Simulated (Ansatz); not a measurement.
The cell of Hg in space group R-3m. Source of the atomic positions: the geometry relaxed at fixed volume with DFT r2SCAN, scalar-relativistic, plane waves, PAW (Ansatz 0.2.0).

```
CELL_PARAMETERS angstrom
4.05788 0.00000 0.00000
-2.02894 3.51423 0.00000
0.00000 0.00000 5.95094
ATOMIC_POSITIONS crystal
Hg 0.00000 0.00000 0.00000
Hg 0.66667 0.33333 0.33333
Hg 0.33333 0.66667 0.66667
```

Take as void every point where the procrystal density (the sum of the densities of spherically averaged neutral Hartree-Fock atoms) is below 0.01 e/bohr³. From Rb on the atoms have core potentials, so only their outer electrons count. What do the voids look like?

The voids take about 27 % of the cell (23 Å³ of 84.9 Å³) and are bounded by about 61 Å² of surface per cell. Where they connect, they form a three-dimensional network.

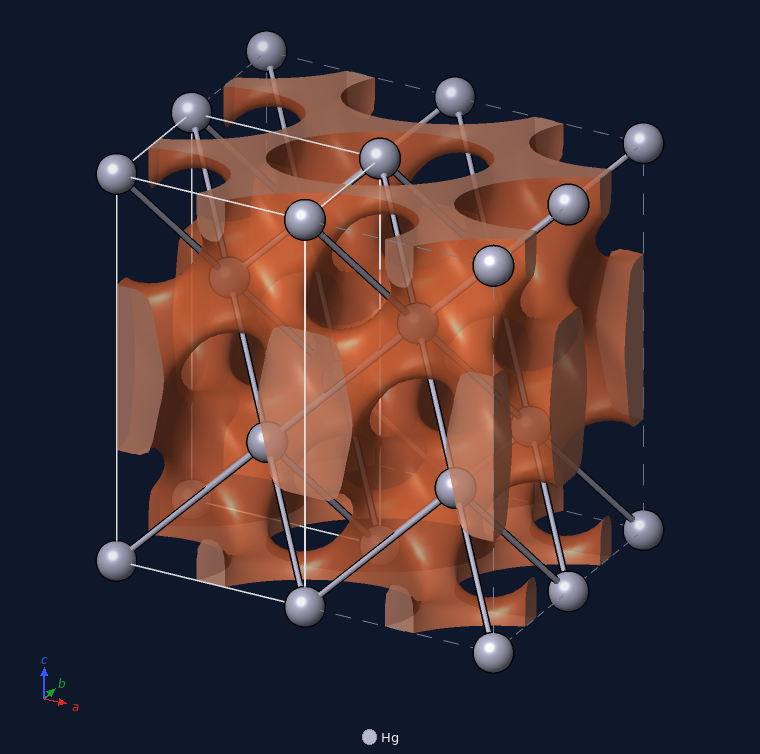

The voids drawn in 2×2×1 cells, view slightly off an axis. Pale faces close the region where the drawn box cuts it.
